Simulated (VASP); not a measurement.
Geometry relaxation of SrTiO3 (part 1 of 6)

The run: geometry relaxation of SrTiO3 (P4/mmm, 5 atoms in the cell). Method and program: Kohn-Sham DFT of a periodic cell, LDA, VASP PAW LDA potentials, recommended, no spin polarisation (VASP 6.6.1).

The structure was built on a prototype by a generator; it need not be a known phase.

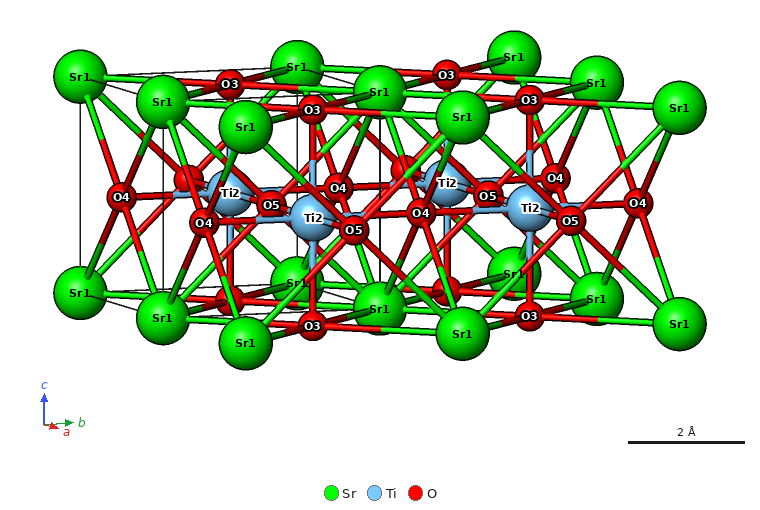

The structure as given in the input (ball-and-stick view of the cell of the calculation, repeated 2 × 2 × 1, seen slightly off an axis; atoms are numbered from 1 in the order of the input).

## INCAR
```
SYSTEM = SrTiO3
  ALGO = Fast
  EDIFF = 1E-6
  EDIFFG = -0.01
  ENCUT = 220
  IBRION = 2
  ISIF = 3
  ISMEAR = 0
  LASPH = .True.
  LATTICE_CONSTRAINTS = .FALSE. .FALSE. .TRUE.
  LCHARG = .False.
  LREAL = .False.
  LWAVE = .False.
  NELM = 80
  NSW = 60
  PREC = Accurate
  SIGMA = 0.02
```

## KPOINTS
```
k-points
0
Gamma
  3 3 4
  0 0 0
```

## POSCAR
```
SrTiO3
1.0
    4.0280833650      0.0000000000      0.0000000000
    0.0000000000      4.0280833650      0.0000000000
    0.0000000000      0.0000000000      3.7785971313
Sr Ti O
1 1 3
Direct
    0.0000000000      0.0000000000      0.0000000000
    0.5000000000      0.5000000000      0.5000000000
    0.5000000000      0.5000000000      0.0000000000
    0.5000000000      0.0000000000      0.5000000000
    0.0000000000      0.5000000000      0.5000000000
```

Launched with:
```bash
cat potpaw_LDA.64/Sr_sv/POTCAR potpaw_LDA.64/Ti_sv/POTCAR potpaw_LDA.64/O/POTCAR > POTCAR
mpirun -np 1 vasp_std > vasp.out
```

## OSZICAR
```
N       E                     dE             d eps       ncg     rms          rms(c)
DAV:   1     0.258489951899E+03    0.25849E+03   -0.13701E+04   440   0.101E+03
DAV:   2    -0.309883825322E+02   -0.28948E+03   -0.28456E+03   544   0.340E+02
DAV:   3    -0.515250132030E+02   -0.20537E+02   -0.20525E+02   680   0.903E+01
DAV:   4    -0.520729680514E+02   -0.54795E+00   -0.54778E+00   576   0.124E+01
DAV:   5    -0.520826435865E+02   -0.96755E-02   -0.96747E-02   608   0.145E+00    0.270E+01
RMM:   6    -0.456282891952E+02    0.64544E+01   -0.22715E+01   541   0.290E+01    0.150E+01
RMM:   7    -0.452911727974E+02    0.33712E+00   -0.18575E+00   548   0.783E+00    0.868E+00
RMM:   8    -0.452155618311E+02    0.75611E-01   -0.92848E-01   519   0.626E+00    0.125E+00
RMM:   9    -0.452102215073E+02    0.53403E-02   -0.46411E-01   571   0.395E+00    0.100E+00
RMM:  10    -0.452048990446E+02    0.53225E-02   -0.12173E-01   593   0.213E+00    0.721E-01
RMM:  11    -0.452069608701E+02   -0.20618E-02   -0.40399E-02   641   0.903E-01    0.456E-01
RMM:  12    -0.452063501427E+02    0.61073E-03   -0.24558E-02   576   0.882E-01    0.122E-01
RMM:  13    -0.452069651816E+02   -0.61504E-03   -0.96900E-03   593   0.569E-01    0.153E-01
RMM:  14    -0.452073281772E+02   -0.36300E-03   -0.53488E-03   660   0.354E-01    0.113E-01
RMM:  15    -0.452076081185E+02   -0.27994E-03   -0.37684E-03   636   0.260E-01    0.931E-02
RMM:  16    -0.452077180794E+02   -0.10996E-03   -0.26017E-03   605   0.257E-01    0.156E-02
RMM:  17    -0.452079201122E+02   -0.20203E-03   -0.25132E-03   647   0.187E-01    0.327E-02
RMM:  18    -0.452080388660E+02   -0.11875E-03   -0.16644E-03   596   0.153E-01    0.320E-02
RMM:  19    -0.452081737092E+02   -0.13484E-03   -0.17996E-03   533   0.138E-01    0.408E-02
RMM:  20    -0.452082457392E+02   -0.72030E-04   -0.11993E-03   548   0.135E-01    0.348E-02
RMM:  21    -0.452083466422E+02   -0.10090E-03   -0.13915E-03   536   0.126E-01    0.261E-02
RMM:  22    -0.452084044875E+02   -0.57845E-04   -0.93118E-04   413   0.115E-01    0.267E-02
RMM:  23    -0.452084817943E+02   -0.77307E-04   -0.11050E-03   363   0.108E-01    0.307E-02
RMM:  24    -0.452085238751E+02   -0.42081E-04   -0.73472E-04   359   0.105E-01    0.288E-02
RMM:  25    -0.452085840975E+02   -0.60222E-04   -0.89921E-04   369   0.102E-01    0.293E-02
RMM:  26    -0.452086152467E+02   -0.31149E-04   -0.59604E-04   329   0.978E-02    0.300E-02
RMM:  27    -0.452086633766E+02   -0.48130E-04   -0.75818E-04   369   0.958E-02    0.303E-02
RMM:  28    -0.452086851449E+02   -0.21768E-04   -0.48763E-04   361   0.937E-02    0.271E-02
RMM:  29    -0.452087256480E+02   -0.40503E-04   -0.66369E-04   347   0.905E-02    0.257E-02
RMM:  30    -0.452087418356E+02   -0.16188E-04   -0.40991E-04   328   0.877E-02    0.235E-02
RMM:  31    -0.452087778592E+02   -0.36024E-04   -0.60200E-04   311   0.853E-02    0.224E-02
RMM:  32    -0.452087899166E+02   -0.12057E-04   -0.35572E-04   316   0.833E-02    0.203E-02
RMM:  33    -0.452088229754E+02   -0.33059E-04   -0.56468E-04   349   0.829E-02    0.167E-02
RMM:  34    -0.452088322313E+02   -0.92559E-05   -0.31887E-04   327   0.805E-02    0.137E-02
RMM:  35    -0.452088643999E+02   -0.32169E-04   -0.54405E-04   290   0.779E-02    0.134E-02
RMM:  36    -0.452088722814E+02   -0.78815E-05   -0.29405E-04   268   0.762E-02    0.132E-02
RMM:  37    -0.452089040682E+02   -0.31787E-04   -0.53139E-04   257   0.745E-02    0.138E-02
RMM:  38    -0.452089112274E+02   -0.71591E-05   -0.27945E-04   249   0.732E-02    0.136E-02
RMM:  39    -0.452089430630E+02   -0.31836E-04   -0.52465E-04   234   0.717E-02    0.141E-02
RMM:  40    -0.452089500230E+02   -0.69600E-05   -0.27025E-04   232   0.707E-02    0.142E-02
RMM:  41    -0.452089821975E+02   -0.32175E-04   -0.52112E-04   250   0.696E-02    0.143E-02
RMM:  42    -0.452089892992E+02   -0.71017E-05   -0.26469E-04   237   0.686E-02    0.142E-02
RMM:  43    -0.452090218128E+02   -0.32514E-04   -0.51766E-04   230   0.674E-02    0.147E-02
RMM:  44    -0.452090292656E+02   -0.74528E-05   -0.26108E-04   212   0.661E-02    0.149E-02
RMM:  45    -0.452090619109E+02   -0.32645E-04   -0.51254E-04   243   0.652E-02    0.149E-02
RMM:  46    -0.452090696520E+02   -0.77411E-05   -0.25764E-04   285   0.643E-02    0.143E-02
RMM:  47    -0.452091023171E+02   -0.32665E-04   -0.50498E-04   230   0.627E-02    0.148E-02
RMM:  48    -0.452091104659E+02   -0.81488E-05   -0.25389E-04   199   0.614E-02    0.150E-02
RMM:  49    -0.452091425426E+02   -0.32077E-04   -0.49263E-04   254   0.607E-02    0.150E-02
RMM:  50    -0.452091509684E+02   -0.84259E-05   -0.24984E-04   214   0.594E-02    0.151E-02
RMM:  51    -0.452091819565E+02   -0.30988E-04   -0.47442E-04   236   0.583E-02    0.157E-02
RMM:  52    -0.452091905455E+02   -0.85890E-05   -0.24483E-04   220   0.572E-02    0.158E-02
RMM:  53    -0.452092197471E+02   -0.29202E-04   -0.44943E-04   205   0.558E-02    0.164E-02
RMM:  54    -0.452092283926E+02   -0.86455E-05   -0.23896E-04   237   0.550E-02    0.163E-02
RMM:  55    -0.452092553994E+02   -0.27007E-04   -0.42112E-04   198   0.536E-02    0.171E-02
RMM:  56    -0.452092641478E+02   -0.87484E-05   -0.23336E-04   205   0.527E-02    0.173E-02
RMM:  57    -0.452092889309E+02   -0.24783E-04   -0.39276E-04   208   0.516E-02    0.180E-02
RMM:  58    -0.452092981165E+02   -0.91856E-05   -0.23208E-04   210   0.507E-02    0.181E-02
RMM:  59    -0.452093207299E+02   -0.22613E-04   -0.36496E-04   199   0.495E-02    0.188E-02
RMM:  60    -0.452093303198E+02   -0.95898E-05   -0.23030E-04   199   0.486E-02    0.190E-02
RMM:  61    -0.452093514963E+02   -0.21177E-04   -0.34632E-04   269   0.480E-02    0.185E-02
RMM:  62    -0.452093613142E+02   -0.98179E-05   -0.22676E-04   216   0.469E-02    0.188E-02
RMM:  63    -0.452093822901E+02   -0.20976E-04   -0.33719E-04   188   0.460E-02    0.193E-02
RMM:  64    -0.452093920607E+02   -0.97705E-05   -0.22056E-04   192   0.453E-02    0.196E-02
RMM:  65    -0.452094126750E+02   -0.20614E-04   -0.32732E-04   187   0.443E-02    0.202E-02
RMM:  66    -0.452094213542E+02   -0.86793E-05   -0.21144E-04   336   0.472E-02    0.157E-02
RMM:  67    -0.452094414388E+02   -0.20085E-04   -0.31674E-04   262   0.434E-02    0.157E-02
RMM:  68    -0.452094502230E+02   -0.87843E-05   -0.19872E-04   254   0.424E-02    0.154E-02
RMM:  69    -0.452094696141E+02   -0.19391E-04   -0.30299E-04   241   0.413E-02    0.159E-02
RMM:  70    -0.452094775546E+02   -0.79404E-05   -0.18384E-04   232   0.402E-02    0.159E-02
RMM:  71    -0.452094959753E+02   -0.18421E-04   -0.28606E-04   293   0.411E-02    0.165E-02
RMM:  72    -0.452095025058E+02   -0.65306E-05   -0.16566E-04   246   0.387E-02    0.163E-02
RMM:  73    -0.452095191618E+02   -0.16656E-04   -0.26538E-04   255   0.378E-02    0.163E-02
RMM:  74    -0.452095242121E+02   -0.50503E-05   -0.14451E-04   254   0.368E-02    0.164E-02
RMM:  75    -0.452095391237E+02   -0.14912E-04   -0.24266E-04   277   0.362E-02    0.163E-02
RMM:  76    -0.452095423459E+02   -0.32222E-05   -0.12112E-04   198   0.347E-02    0.171E-02
RMM:  77    -0.452095552285E+02   -0.12883E-04   -0.21768E-04   198   0.338E-02    0.175E-02
RMM:  78    -0.452095563410E+02   -0.11126E-05   -0.96397E-05   187   0.329E-02    0.179E-02
RMM:  79    -0.452095670595E+02   -0.10718E-04   -0.19207E-04   185   0.321E-02    0.184E-02
RMM:  80    -0.452095661646E+02    0.89485E-06   -0.72632E-05   219   0.312E-02
   1 F= -.45209566E+02 E0= -.45209566E+02  d E =-.452096E+02
       N       E                     dE             d eps       ncg     rms          rms(c)
DAV:   1    -0.234931669496E+02    0.21716E+02   -0.47094E+03   456   0.757E+02    0.197E+02
RMM:   2     0.410016322276E+01    0.27593E+02   -0.30669E+02   482   0.172E+02    0.814E+01
RMM:   3     0.199638390162E+02    0.15864E+02   -0.92603E+01   506   0.867E+01    0.209E+01
RMM:   4     0.199324398614E+02   -0.31399E-01   -0.25555E+01   562   0.385E+01    0.190E+01
RMM:   5     0.194817553358E+02   -0.45068E+00   -0.10345E+01   600   0.192E+01    0.107E+01
RMM:   6     0.188421612344E+02   -0.63959E+00   -0.45106E+00   623   0.109E+01    0.575E+00
RMM:   7     0.184850159695E+02   -0.35715E+00   -0.22627E+00   583   0.838E+00    0.625E+00
RMM:   8     0.184123127838E+02   -0.72703E-01   -0.88985E-01   609   0.497E+00    0.323E+00
RMM:   9     0.183890389766E+02   -0.23274E-01   -0.11350E+00   605   0.518E+00    0.218E+00
RMM:  10     0.183775080627E+02   -0.11531E-01   -0.25623E-01   616   0.278E+00    0.183E+00
RMM:  11     0.183950296860E+02    0.17522E-01   -0.17621E-01   596   0.212E+00    0.106E+00
RMM:  12     0.183880245741E+02   -0.70051E-02   -0.92432E-02   578   0.195E+00    0.126E+00
RMM:  13     0.183920673689E+02    0.40428E-02   -0.41900E-02   598   0.129E+00    0.542E-01
RMM:  14     0.183931359003E+02    0.10685E-02   -0.44017E-03   604   0.974E-01    0.414E-01
RMM:  15     0.183918311388E+02   -0.13048E-02   -0.27698E-02   630   0.808E-01    0.239E-01
RMM:  16     0.183936941162E+02    0.18630E-02    0.90676E-03   643   0.724E-01    0.296E-01
RMM:  17     0.183916827418E+02   -0.20114E-02   -0.32878E-02   604   0.680E-01    0.211E-01
RMM:  18     0.183943075433E+02    0.26248E-02    0.15315E-02   588   0.664E-01    0.198E-01
RMM:  19     0.183906380376E+02   -0.36695E-02   -0.48611E-02   577   0.650E-01    0.115E-01
RMM:  20     0.183935385970E+02    0.29006E-02    0.17549E-02   622   0.640E-01    0.899E-02
RMM:  21     0.183867391029E+02   -0.67995E-02   -0.79318E-02   580   0.599E-01    0.709E-02
RMM:  22     0.183892767993E+02    0.25377E-02    0.15370E-02   492   0.571E-01    0.682E-02
RMM:  23     0.183792701922E+02   -0.10007E-01   -0.10994E-01   407   0.540E-01    0.911E-02
RMM:  24     0.183807742451E+02    0.15041E-02    0.74832E-03   394   0.522E-01    0.900E-02
RMM:  25     0.183722436641E+02   -0.85306E-02   -0.92718E-02   449   0.491E-01    0.140E-01
RMM:  26     0.183728630289E+02    0.61936E-03    0.93719E-04   348   0.468E-01    0.113E-01
RMM:  27     0.183685084733E+02   -0.43546E-02   -0.48865E-02   363   0.444E-01    0.139E-01
RMM:  28     0.183686235414E+02    0.11507E-03   -0.24785E-03   321   0.416E-01    0.141E-01
RMM:  29     0.183690112348E+02    0.38769E-03   -0.26967E-04   353   0.404E-01    0.145E-01
RMM:  30     0.183690345056E+02    0.23271E-04   -0.40100E-03   335   0.397E-01    0.145E-01
RMM:  31     0.183693726644E+02    0.33816E-03   -0.77354E-04   294   0.390E-01    0.152E-01
RMM:  32     0.183692996212E+02   -0.73043E-04   -0.47288E-03   332   0.382E-01    0.158E-01
RMM:  33     0.183694240705E+02    0.12445E-03   -0.26105E-03   274   0.374E-01    0.164E-01
RMM:  34     0.183701556635E+02    0.73159E-03    0.35861E-03   292   0.367E-01    0.164E-01
RMM:  35     0.183699084005E+02   -0.24726E-03   -0.63198E-03   276   0.363E-01    0.174E-01
RMM:  36     0.183704681916E+02    0.55979E-03    0.19422E-03   225   0.360E-01    0.172E-01
RMM:  37     0.183704553635E+02   -0.12828E-04   -0.38369E-03   231   0.356E-01    0.188E-01
RMM:  38     0.183708827772E+02    0.42741E-03    0.55505E-04   316   0.355E-01    0.181E-01
RMM:  39     0.183713983302E+02    0.51555E-03    0.12998E-03   364   0.354E-01    0.177E-01
RMM:  40     0.183718713308E+02    0.47300E-03    0.79256E-04   352   0.357E-01    0.173E-01
RMM:  41     0.183724918257E+02    0.62049E-03    0.22066E-03   301   0.355E-01    0.175E-01
RMM:  42     0.183731112474E+02    0.61942E-03    0.20475E-03   287   0.358E-01    0.173E-01
RMM:  43     0.183739167720E+02    0.80552E-03    0.37741E-03   290   0.361E-01    0.175E-01
RMM:  44     0.183747462679E+02    0.82950E-03    0.38914E-03   265   0.364E-01    0.175E-01
RMM:  45     0.183757324057E+02    0.98614E-03    0.53415E-03   276   0.368E-01    0.178E-01
RMM:  46     0.183767693799E+02    0.10370E-02    0.56824E-03   210   0.371E-01    0.177E-01
RMM:  47     0.183778814148E+02    0.11120E-02    0.63132E-03   317   0.380E-01    0.180E-01
RMM:  48     0.183790844926E+02    0.12031E-02    0.70776E-03   291   0.381E-01    0.181E-01
RMM:  49     0.183802283211E+02    0.11438E-02    0.63310E-03   317   0.384E-01    0.185E-01
RMM:  50     0.183815315311E+02    0.13032E-02    0.78470E-03   215   0.386E-01    0.186E-01
RMM:  51     0.183826109939E+02    0.10795E-02    0.54985E-03   242   0.388E-01    0.193E-01
RMM:  52     0.183839538082E+02    0.13428E-02    0.80503E-03   346   0.392E-01    0.193E-01
RMM:  53     0.183851986371E+02    0.12448E-02    0.70913E-03   299   0.388E-01    0.205E-01
RMM:  54     0.183865625322E+02    0.13639E-02    0.83659E-03   246   0.382E-01    0.209E-01
RMM:  55     0.183888175557E+02    0.22550E-02    0.17105E-02   260   0.380E-01    0.218E-01
RMM:  56     0.183903504974E+02    0.15329E-02    0.98052E-03   325   0.379E-01    0.229E-01
RMM:  57     0.183932059885E+02    0.28555E-02    0.22837E-02   308   0.378E-01    0.228E-01
RMM:  58     0.183952062042E+02    0.20002E-02    0.14019E-02   279   0.377E-01    0.230E-01
RMM:  59     0.183983487024E+02    0.31425E-02    0.25273E-02   300   0.381E-01    0.230E-01
RMM:  60     0.184006047635E+02    0.22561E-02    0.16135E-02   296   0.385E-01    0.229E-01
RMM:  61     0.184040183208E+02    0.34136E-02    0.27600E-02   304   0.393E-01    0.230E-01
RMM:  62     0.184064067153E+02    0.23884E-02    0.17099E-02   390   0.405E-01    0.242E-01
RMM:  63     0.184101073859E+02    0.37007E-02    0.29731E-02   408   0.414E-01    0.229E-01
RMM:  64     0.184126284245E+02    0.25210E-02    0.17803E-02   307   0.413E-01    0.228E-01
RMM:  65     0.184165414420E+02    0.39130E-02    0.31584E-02   279   0.420E-01    0.230E-01
RMM:  66     0.184191408158E+02    0.25994E-02    0.18113E-02   249   0.425E-01    0.231E-01
RMM:  67     0.184232400818E+02    0.40993E-02    0.33103E-02   418   0.442E-01    0.229E-01
RMM:  68     0.184258699026E+02    0.26298E-02    0.17999E-02   310   0.442E-01    0.235E-01
RMM:  69     0.184301317975E+02    0.42619E-02    0.34156E-02   276   0.448E-01    0.239E-01
RMM:  70     0.184327450441E+02    0.26132E-02    0.17322E-02   284   0.454E-01    0.242E-01
RMM:  71     0.184370793119E+02    0.43343E-02    0.34601E-02   426   0.473E-01    0.268E-01
RMM:  72     0.184395995340E+02    0.25202E-02    0.15993E-02   357   0.478E-01    0.275E-01
RMM:  73     0.184439604546E+02    0.43609E-02    0.34458E-02   415   0.483E-01    0.281E-01
RMM:  74     0.184463366504E+02    0.23762E-02    0.14144E-02   309   0.482E-01    0.286E-01
RMM:  75     0.184506798702E+02    0.43432E-02    0.33681E-02   299   0.489E-01    0.281E-01
RMM:  76     0.184528873377E+02    0.22075E-02    0.11801E-02   378   0.501E-01    0.261E-01
RMM:  77     0.184571918423E+02    0.43045E-02    0.32146E-02   599   0.540E-01    0.192E-01
RMM:  78     0.184590862170E+02    0.18944E-02    0.86487E-03   384   0.511E-01    0.189E-01
RMM:  79     0.184631108083E+02    0.40246E-02    0.29926E-02   336   0.516E-01    0.188E-01
RMM:  80     0.184647066974E+02    0.15959E-02    0.53685E-03   319   0.518E-01
   2 F= 0.18464707E+02 E0= 0.18466479E+02  d E =0.636743E+02
       N       E                     dE             d eps       ncg     rms          rms(c)
DAV:   1    -0.153630226924E+03   -0.17209E+03   -0.39692E+03   536   0.632E+02    0.164E+02
RMM:   2    -0.589691402930E+02    0.94661E+02   -0.58563E+02   483   0.218E+02    0.646E+01
RMM:   3    -0.345410792647E+02    0.24428E+02   -0.10990E+02   531   0.841E+01    0.753E+01
RMM:   4    -0.319209628237E+02    0.26201E+01   -0.34425E+01   559   0.363E+01    0.597E+01
RMM:   5    -0.329543656097E+02   -0.10334E+01   -0.27418E+01   555   0.312E+01    0.201E+01
RMM:   6    -0.336894185493E+02   -0.73505E+00   -0.84742E+00   564   0.146E+01    0.524E+00
RMM:   7    -0.340669855850E+02   -0.37757E+00   -0.47587E+00   592   0.934E+00    0.203E+00
RMM:   8    -0.342408125113E+02   -0.17383E+00   -0.19915E+00   603   0.544E+00    0.158E+00
RMM:   9    -0.344103151715E+02   -0.16950E+00   -0.17276E+00   584   0.392E+00    0.683E-01
RMM:  10    -0.346249498314E+02   -0.21463E+00   -0.22520E+00   620   0.283E+00    0.526E-01
RMM:  11    -0.347450472466E+02   -0.12010E+00   -0.12428E+00   638   0.201E+00    0.357E-01
RMM:  12    -0.347753232889E+02   -0.30276E-01   -0.28410E-01   594   0.181E+00    0.715E-01
RMM:  13    -0.348011938240E+02   -0.25871E-01   -0.33666E-01   574   0.176E+00    0.252E-01
RMM:  14    -0.348135797740E+02   -0.12386E-01   -0.14554E-01   595   0.135E+00    0.131E-01
RMM:  15    -0.348392095694E+02   -0.25630E-01   -0.26852E-01   665   0.110E+00    0.115E-01
RMM:  16    -0.348545200455E+02   -0.15310E-01   -0.16605E-01   647   0.966E-01    0.166E-01
RMM:  17    -0.348707050723E+02   -0.16185E-01   -0.17104E-01   629   0.859E-01    0.165E-01
RMM:  18    -0.348796099397E+02   -0.89049E-02   -0.99666E-02   619   0.821E-01    0.200E-01
RMM:  19    -0.348941523761E+02   -0.14542E-01   -0.15432E-01   564   0.744E-01    0.176E-01
RMM:  20    -0.349019212711E+02   -0.77689E-02   -0.86431E-02   640   0.743E-01    0.126E-01
RMM:  21    -0.349136062815E+02   -0.11685E-01   -0.12498E-01   587   0.670E-01    0.126E-01
RMM:  22    -0.349352564356E+02   -0.21650E-01   -0.22294E-01   526   0.638E-01    0.166E-01
RMM:  23    -0.349434131209E+02   -0.81567E-02   -0.88123E-02   479   0.568E-01    0.163E-01
RMM:  24    -0.349520959991E+02   -0.86829E-02   -0.90208E-02   592   0.561E-01    0.157E-01
RMM:  25    -0.349608111560E+02   -0.87152E-02   -0.90271E-02   496   0.533E-01    0.161E-01
RMM:  26    -0.349713749797E+02   -0.10564E-01   -0.10850E-01   465   0.520E-01    0.170E-01
RMM:  27    -0.349826901220E+02   -0.11315E-01   -0.11539E-01   446   0.501E-01    0.175E-01
RMM:  28    -0.349970285304E+02   -0.14338E-01   -0.14504E-01   444   0.489E-01    0.195E-01
RMM:  29    -0.350113726212E+02   -0.14344E-01   -0.14476E-01   438   0.460E-01    0.206E-01
RMM:  30    -0.350266859909E+02   -0.15313E-01   -0.15289E-01   410   0.447E-01    0.240E-01
RMM:  31    -0.350426190724E+02   -0.15933E-01   -0.15908E-01   414   0.427E-01    0.282E-01
RMM:  32    -0.350580933210E+02   -0.15474E-01   -0.15396E-01   404   0.416E-01    0.336E-01
RMM:  33    -0.350708607287E+02   -0.12767E-01   -0.12710E-01   409   0.394E-01    0.389E-01
RMM:  34    -0.350799138776E+02   -0.90531E-02   -0.90876E-02   400   0.380E-01    0.436E-01
RMM:  35    -0.350862115685E+02   -0.62977E-02   -0.64209E-02   393   0.364E-01    0.472E-01
RMM:  36    -0.350899892395E+02   -0.37777E-02   -0.39635E-02   383   0.351E-01    0.501E-01
RMM:  37    -0.350927561438E+02   -0.27669E-02   -0.29768E-02   375   0.337E-01    0.521E-01
RMM:  38    -0.350942670095E+02   -0.15109E-02   -0.17267E-02   381   0.328E-01    0.538E-01
RMM:  39    -0.350955695259E+02   -0.13025E-02   -0.15270E-02   342   0.316E-01    0.549E-01
```
